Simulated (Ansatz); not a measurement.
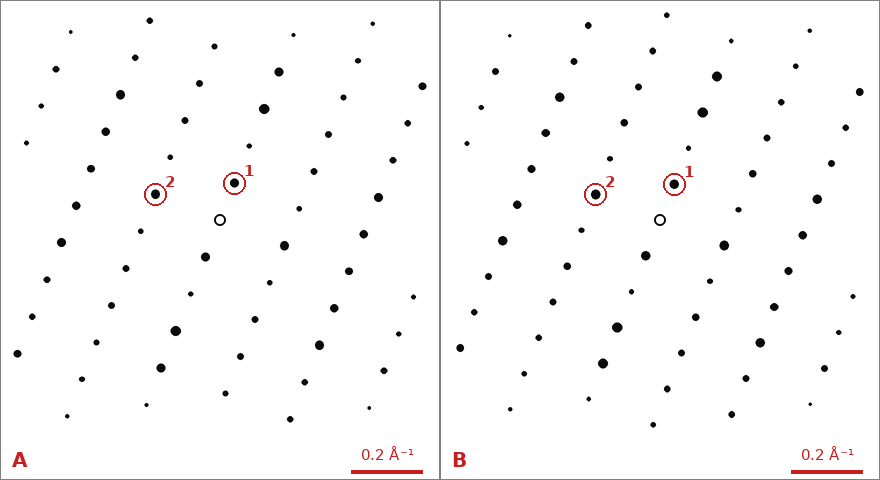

Kinematic electron diffraction patterns (120 kV, B = 0.5 Å², same scale) along [110] of the run's own cell, for the start and the end of one relaxation of Cd3I2 with DFT PBE, scalar-relativistic, plane waves, PAW (Ansatz 0.2.0). k mesh 6×6×4. The start is a generated model structure, and the relaxation ends in the nearest stationary point of its symmetry, not necessarily the ground state. Spot 1 is 0 0 -1 and spot 2 is -1 1 0 in both.

Start structure:

```
Cd I
1.0
     5.88590    0.00000    0.00000
    -2.94295    5.09734    0.00000
     0.00000    0.00000    9.14941
Cd I
3 2
Direct
  0.16128 0.32257 0.00000
  0.16128 0.83872 0.00000
  0.67743 0.83872 0.00000
  0.33333 0.66667 0.28038
  0.33333 0.66667 0.71962
```

**Which pattern belongs to the start structure, and which to the relaxed one?**

B is the start: its cell gives d(1) = 9.149 Å, d(2) = 5.097 Å and an angle of 90.0°. A is the relaxed structure, with d(1) = 8.863 Å (-3.1 %), d(2) = 5.085 Å (-0.2 %) and 90.0°.

**Name reflections whose intensity changes strongly on relaxation.**

1 -1 4 goes from 16 to 8.3 % of the strongest spot.

**Summarise the relaxation behind the change.**

The volume changed by -3.6 % to 52.92 Å³ an atom; with the mean shift removed, the atoms moved by up to 0.10 Å relative to the cell (I most); the space group stayed P-6m2 (No. 187); the free energy fell by 2.6 meV an atom. Relaxed cell: a = 5.872 Å, b = 5.872 Å, c = 8.863 Å, α = 90.00°, β = 90.00°, γ = 120.00°.
